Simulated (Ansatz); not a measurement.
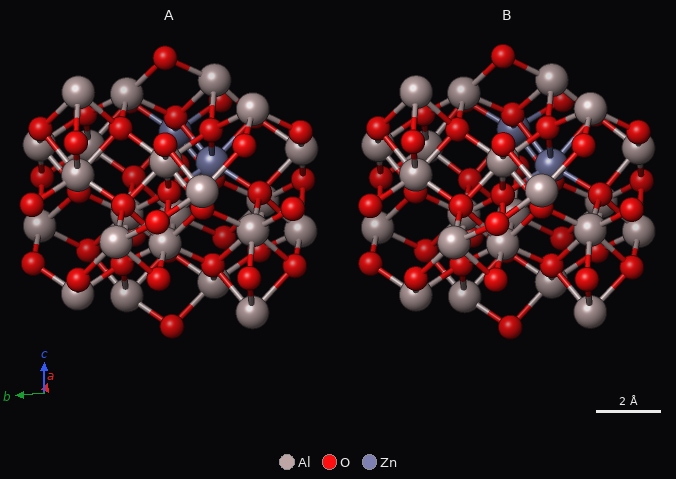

Two geometries of a defect cell of composition Al46O72Zn2, drawn at one scale. One is the start of a relaxation, the other its converged end. Style: ball-and-stick. Shown: the atoms within 5.0 Å of the atom that moves most (axes of the cell of the calculation (origin shifted)), from a free direction.

Method: DFT, PBEsol, PAW, plane waves in Ansatz. Set-up: plane-wave cutoff 420 eV; k-point mesh 1 × 1 × 1; mesh shifted by (0.25, 0.25, 0.25); no spin polarisation; atoms relaxed in a fixed cell; force threshold 0.03 eV/Å; at most 80 steps.

**Which one is relaxed?**

Structure B is the relaxed one. The atoms of the start lie slightly off their symmetric places, so part of the fall in energy undoes that. An O atom moves most: 0.18 Å along [0 3 −1]. By element the largest moves are O 0.18 Å, Zn 0.10 Å, Al 0.08 Å. The cell doesn't change. Some distances before and after: O–Zn 1.927 → 2.129 Å, O–Zn 1.951 → 2.129 Å, O–Zn 1.774 → 1.945 Å, O–Zn 1.917 → 2.072 Å. Bond angles that change, for instance: O–Zn–O 167.3° → 158.7°, O–Al–O 84.8° → 93.1°, O–Zn–O 164.7° → 157.5°. The energy falls by 2.495 eV per cell of the calculation in 5 geometry steps. Largest force component: 3.3 eV/Å at the start, 0.027 eV/Å at the end. Cost: 6.1 s on 1 × NVIDIA GB200 with 8 threads of Arm Neoverse-V2, peak memory 1.9 GiB.
